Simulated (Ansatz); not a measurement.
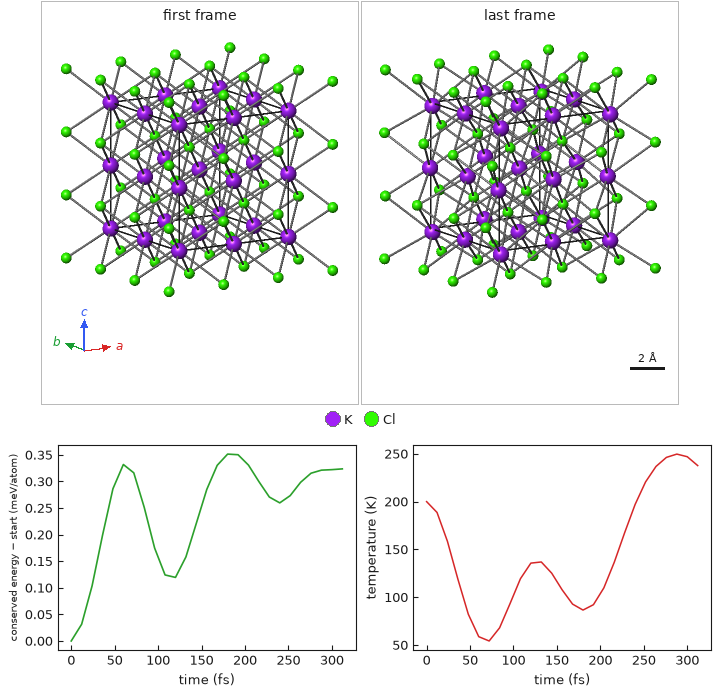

A Born-Oppenheimer molecular dynamics run of a 16-atom cell of KCl (set up in Pm-3m), 312 fs long. The picture is a ball-and-stick view of the simulation cell, seen from a free direction. Bonds to atoms that aren't drawn are left out.

Theory: DFT PBE, scalar-relativistic, plane waves, PAW (Ansatz 0.2.0). Set-up: plane-wave cutoff 420 eV; k-point mesh 2 × 2 × 2; Fermi-Dirac smearing 0.02 eV; Nosé-Hoover thermostat (NVT); set temperature 200 K; time step 12 fs.

Is this trajectory numerically sound?

The conserved quantity stays between 0 and 0.35 meV per atom of its start. A straight-line fit has a slope that amounts to +0.21 meV per atom over 312 fs (1.2 % of the mean kinetic energy), and the ripple about it is 1.0 % of the kinetic energy's fluctuation. With a drift under 2 % and a ripple under 7 %, the integration is accurate. The time step of 12 fs is long for the fastest vibrations here (lightest element chlorine). The mean temperature in the second half is 173 K (standard deviation 64 K). The potential energy is still drifting at the end, so the run hasn't reached equilibrium. The potential energy in the second half lies on average 18.1 meV per atom above the first frame. The mean pressure there is 0.5 GPa.
